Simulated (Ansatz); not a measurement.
# Li: what the fields show

Input file:

```
crystal:
  lattice:
    - [6.804014343, 0.0, 0.0]
    - [0.0, 6.804014343, 0.0]
    - [0.0, 0.0, 2.7840900175]
  atoms:
    - { symbol: Li, position: [0.1440836791, 0.3559163209, 0.0] }
    - { symbol: Li, position: [0.3559163209, 0.8559163209, 0.0] }
    - { symbol: Li, position: [0.8559163209, 0.6440836791, 0.0] }
    - { symbol: Li, position: [0.6440836791, 0.1440836791, 0.0] }
    - { symbol: Li, position: [0.0, 0.0, 0.0] }
    - { symbol: Li, position: [0.5, 0.5, 0.0] }
basis:
  ecutwfc: 420
kpoints:
  mp_grid: { grid: [6, 6, 14] }
  band_path:
    path:
      - [[0.0, 0.0, 0.0], [0.0, 0.5, 0.0], [0.5, 0.5, 0.0], [0.0, 0.0, 0.0], [0.0, 0.0, 0.5], [0.0, 0.5, 0.5], [0.5, 0.5, 0.5], [0.0, 0.0, 0.5]]
      - [[0.0, 0.5, 0.0], [0.0, 0.5, 0.5]]
      - [[0.5, 0.5, 0.0], [0.5, 0.5, 0.5]]
    npoints: 14
hamiltonian:
  xc: pbe
scf:
  occupations: { method: gaussian, width: 0.1 }
  n_extra_bands: 15
output:
  forces: true
  stress: true
  eigenvalues: true
  populations: true
  dos: { projected: true, de: 0.02, nscf_kmesh: { grid: [8, 8, 17] } }
  bader: true
  write_density: true
  write_potential: true
  elf: true
  volumetric_format: npy
```

Run with:

```sh
ansatz run input.yaml --threads 1 --pin off --max-ram 2048MiB --backend cpu --events-out ev --progress --plain --runs-dir out
```

Below, planes, directions and counts refer to the conventional cell (a = 6.80 Å, b = 6.80 Å, c = 2.78 Å, α = 90.00°, β = 90.00°, γ = 90.00°).

Space group P4/mbm; a structure generated by program, which may or may not match a known phase.

Computed with DFT PBE, scalar-relativistic, plane waves, PAW (Ansatz).

In a PAW calculation such maps are meaningful between the atoms, not at the nuclei.

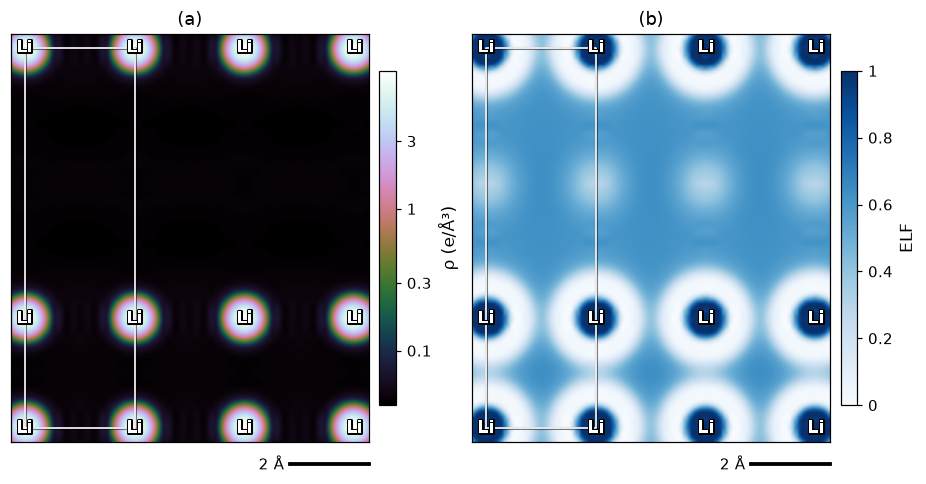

Figure 1. (a) valence electron density; (b) ELF on the (11̄0) plane of the conventional cell.

> Interpret the plot.

- The section cuts through Li sites.
- Li–Li (2.78 Å): ρ at the midpoint is about 0.05 e/Å³; the ELF is about 0.40 at the midpoint.
- Between the atoms the lowest density in this plane is 0.04 e/Å³.
- The features right at Li lie inside the PAW spheres, where the map follows smoothed inner orbitals and isn't to be read closely.

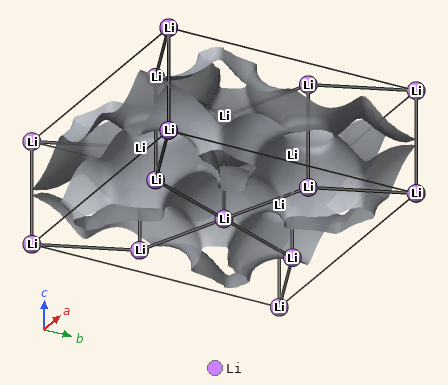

Figure 2. Isosurface of the ELF at 0.55 (grey), seen at an oblique angle. Core shells and regions of very low density are left out. Sticks mark near contacts.

> Where are the electrons localised?

At this value the surface marks out one network that runs through the whole crystal, counted in one cell of 6 atoms. Any copies at cell faces, edges or corners count once. There are no localised bonds or lone pairs at this value. Along the contacts the grid gives the following. Li–Li (2.61 Å): the ELF is about 0.30 at the midpoint; no localised pair shows between them. Li–Li (2.77 Å): the ELF is about 0.30 at the midpoint: no shared electron pair shows on this line.

> Does the calculation make it a metal, or give it a gap?

It is gapless in this calculation (a metal or semimetal).
